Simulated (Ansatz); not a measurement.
Ti (slab)

The calculation's input:

```
crystal:
  lattice:
    - [5.728231682, 0.0, 0.0]
    - [-2.864115841, 4.9607941554, 0.0]
    - [0.0, 0.0, 22.2412389664]
  atoms:
    - { symbol: Ti, position: [0.3333333333, 0.1666666667, 0.1798460961] }
    - { symbol: Ti, position: [0.3333333333, 0.6666666667, 0.1798460961] }
    - { symbol: Ti, position: [0.8333333333, 0.1666666667, 0.1798460961] }
    - { symbol: Ti, position: [0.8333333333, 0.6666666667, 0.1798460961] }
    - { symbol: Ti, position: [0.1666666667, 0.3333333333, 0.2818047811] }
    - { symbol: Ti, position: [0.1666666667, 0.8333333333, 0.2818047811] }
    - { symbol: Ti, position: [0.6666666667, 0.3333333333, 0.2818047811] }
    - { symbol: Ti, position: [0.6666666667, 0.8333333333, 0.2818047811] }
    - { symbol: Ti, position: [0.3333333333, 0.1666666667, 0.3878689228] }
    - { symbol: Ti, position: [0.3333333333, 0.6666666667, 0.3878689228] }
    - { symbol: Ti, position: [0.8333333333, 0.1666666667, 0.3878689228] }
    - { symbol: Ti, position: [0.8333333333, 0.6666666667, 0.3878689228] }
    - { symbol: Ti, position: [0.1666666667, 0.3333333333, 0.4829424738] }
    - { symbol: Ti, position: [0.1666666667, 0.8333333333, 0.4829424738] }
    - { symbol: Ti, position: [0.6666666667, 0.3333333333, 0.4829424738] }
    - { symbol: Ti, position: [0.6666666667, 0.8333333333, 0.4829424738] }
basis:
  ecutwfc: 420
kpoints:
  mp_grid: { grid: [6, 6, 1] }
hamiltonian:
  xc: lda
  pseudopotentials: { kind: paw, azcp: { folder: soft_1 } }
scf:
  occupations: { method: gaussian, width: 0.1 }
output:
  forces: true
  eigenvalues: true
  write_density: true
  write_potential: true
  elf: true
  volumetric_format: npy
efield:
  axis: 3
  dipole_correction: true
  ramp_width: 0.04
```

Command:

```sh
ansatz run input.yaml --threads 4 --pin off --max-ram 12288MiB --backend cpu --events-out ev --progress --plain --runs-dir out
```

Not relaxed (largest force 0.6 eV/Å); computed without spin polarisation; PAW files of the earlier set (soft_1).

Theory: Ansatz 0.2.0, DFT LDA, scalar-relativistic, plane waves, PAW.

Question: Predict the valence pseudo-density and electron localisation function between the atoms.

Answer: Ti–Ti (2.86 Å): ρ at the midpoint is about 0.2 e/Å³; the ELF is about 0.25 at the midpoint; no localised pair shows between them.

Question: Does the calculation give a band gap?

Answer: It is metallic or semimetallic at this level of theory: no gap opens.

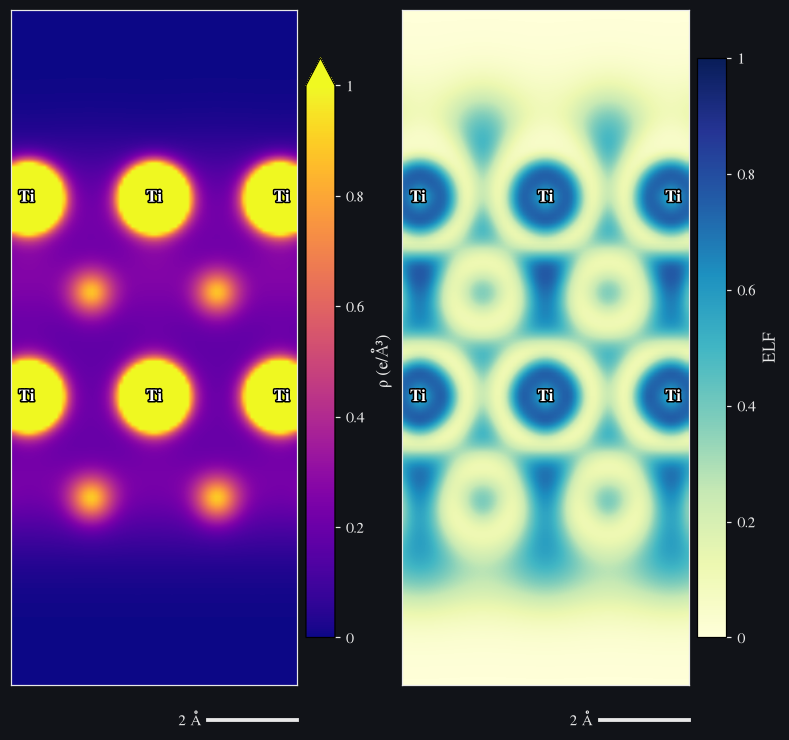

Computed valence pseudo-density and electron localisation function on the (100) plane of the calculation cell, a cut from vacuum to vacuum, in this order. Atoms just off the plane (Ti, 0.8 Å away) can leave unmarked features too.
